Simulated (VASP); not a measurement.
The cell below is SnO$_{2}$ in space group Fm-3m. Origin of the cell: a cell listed in the Materials Project, as set up for an electronic-structure calculation.

```
CELL_PARAMETERS angstrom
5.14830 0.00000 0.00000
0.00000 5.14830 0.00000
0.00000 0.00000 5.14830
ATOMIC_POSITIONS crystal
Sn 0.00000 0.00000 0.00000
O 0.25000 0.25000 0.75000
O 0.25000 0.75000 0.75000
Sn 0.00000 0.50000 0.50000
O 0.25000 0.75000 0.25000
O 0.25000 0.25000 0.25000
Sn 0.50000 0.00000 0.50000
O 0.75000 0.25000 0.25000
O 0.75000 0.75000 0.25000
Sn 0.50000 0.50000 0.00000
O 0.75000 0.75000 0.75000
O 0.75000 0.25000 0.75000
```

Atoms are hard spheres with covalent radii (Cordero): Sn 1.39 Å, O 0.66 Å.

Find the largest hole by geometry, and further ones that a grid search gives (radius above 0.15 Å; smaller ones may be missed, and maxima closer than 0.25 Å are merged).

Answer.
```tsv
hole	site	x, y, z	radius (Å)	nearest atoms	shape
V1	4b	0.000, 0.000, 0.500	1.18	6 Sn (then 8 O)	octahedral
```

Nearest atoms are those whose sphere lies within 0.15 Å of the hole's sphere; in brackets, those within 0.5 Å. The largest sphere that fits anywhere has a diameter of 2.37 Å; the largest that can travel through the crystal, about 0.9 Å.

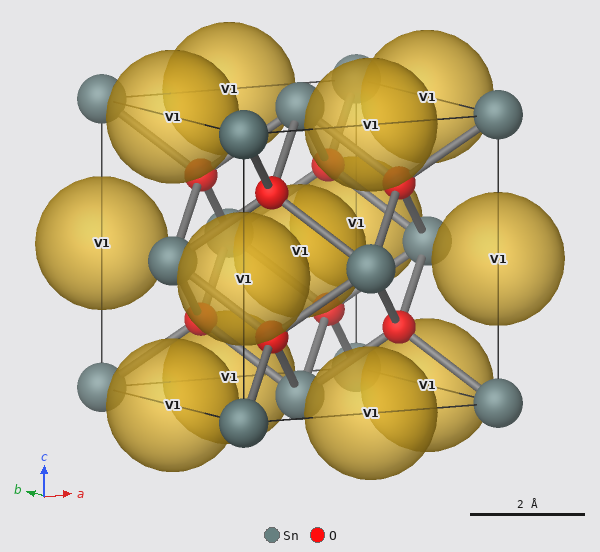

Translucent spheres (V1) fill the 1 hole listed first by a grid search for holes with a radius above 0.15 Å (the largest is sure; smaller ones may be missed, and maxima closer than 0.25 Å are merged) at their true size; atoms are drawn smaller than their model radii. View from a free direction.
